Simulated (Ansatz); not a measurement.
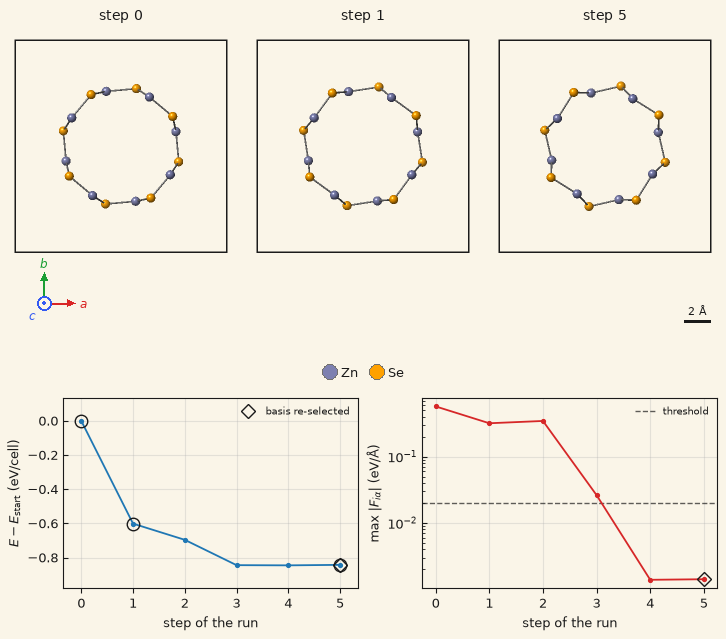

Frames of a relaxation of a wire of composition ZnSe, marked on the history of the run. A ball-and-stick model of the 2 repeat of the cell, with the vacuum cut short, seen along the c axis.

Case: (4,4) tube.

Method: DFT PBE, scalar-relativistic, plane waves, PAW in Ansatz 0.2.0. Settings: plane-wave cutoff 420 eV; k-point mesh 1 × 1 × 11; occupations gaussian; smearing width 0.05 eV; no spin polarisation; cell relaxed at fixed a, b, alpha, beta, gamma; force threshold 0.02 eV/Å; at most 45 steps.

What happens along the run?

Answer. The largest moves relative to the centre of the atoms, 0.20 Å, are those of Se atoms. By element the largest moves are Se 0.20 Å, Zn 0.14 Å. Along the periodic axis the drawn cell goes c 8.178 → 7.968 Å (−2.6 %). Among the contacts that change: Se–Zn 2.343 → 2.381 Å, Se–Zn 2.369 → 2.399 Å. Among the angles between lasting bonds that change: Zn–Se–Zn 113.4° → 106.2°, Se–Zn–Se 119.3° → 112.3°, Zn–Se–Zn 119.3° → 112.3°. Over 4 accepted moves (5 points after the start) the energy falls by 0.842 eV per cell of the calculation. The largest force component goes from 0.57 to 0.0014 eV/Å. The SCF was repeated once at an unchanged geometry on a basis and grid sized afresh for the cell, which shifted the energy by 2.9 meV per cell of the calculation at most. The run took 4.1 min on 4 threads of Arm Neoverse V1 (shared host), peak memory 3.9 GiB. From step 0 to 1: Se atoms move most (0.13 Å), energy −0.601 eV per cell of the calculation. From step 1 to 5: Zn atoms move most (0.11 Å), energy −0.241 eV per cell of the calculation.

| step | E − E(0), meV/atom | largest force component, eV/Å | note |
| --- | --- | --- | --- |
| 0 | 0.00 | 0.5711 |  |
| 1 | -37.57 | 0.3184 |  |
| 2 | -43.49 | 0.3448 |  |
| 3 | -52.76 | 0.0263 |  |
| 4 | -52.83 | 0.0014 |  |
| 5 | -52.65 | 0.0014 | same geometry, new basis |
